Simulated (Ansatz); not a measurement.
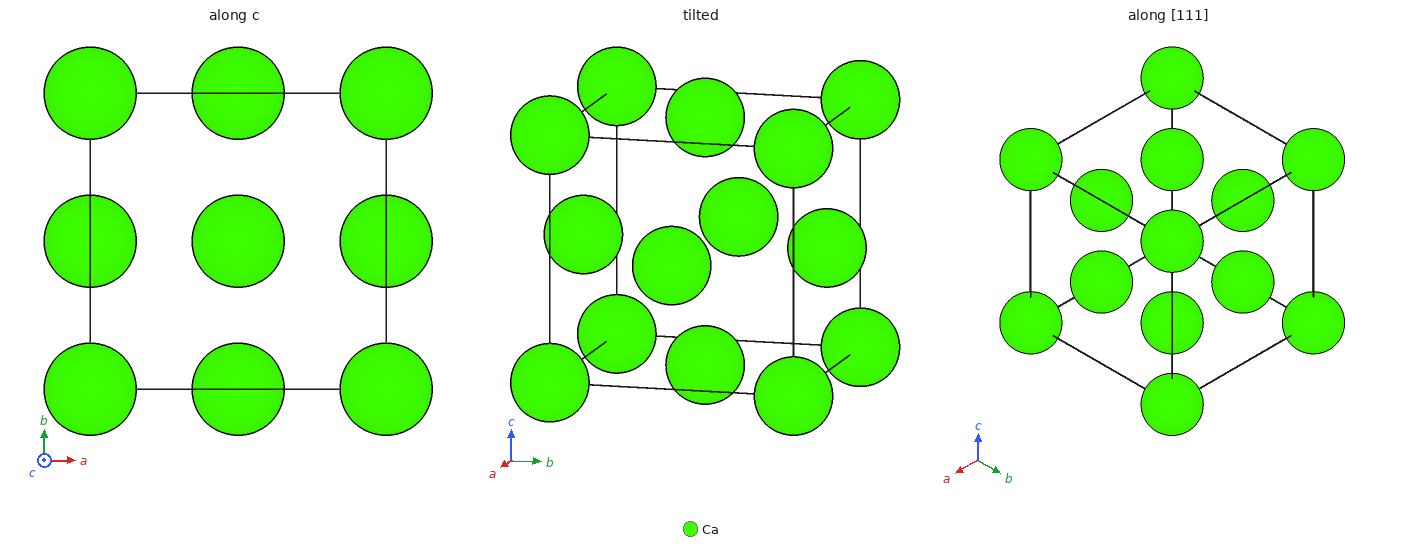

Spheres-only representation of a periodic structure, projected along the c axis, slightly off an axis and along [111]. The outline marks the conventional unit cell.

> Count the atoms in the cell.

4 (calcium), counting shared atoms by their share.

> Lattice type?

Face-centred cubic.

> Determine the space group.

Fm-3m (No. 225), with Ca on 4a.

> Which prototype does it follow?

Face-centred cubic (Cu type).

Origin of the cell: the standard structure of this element. The cell was then strained or its atoms displaced on purpose. It went into a calculation with Ansatz.
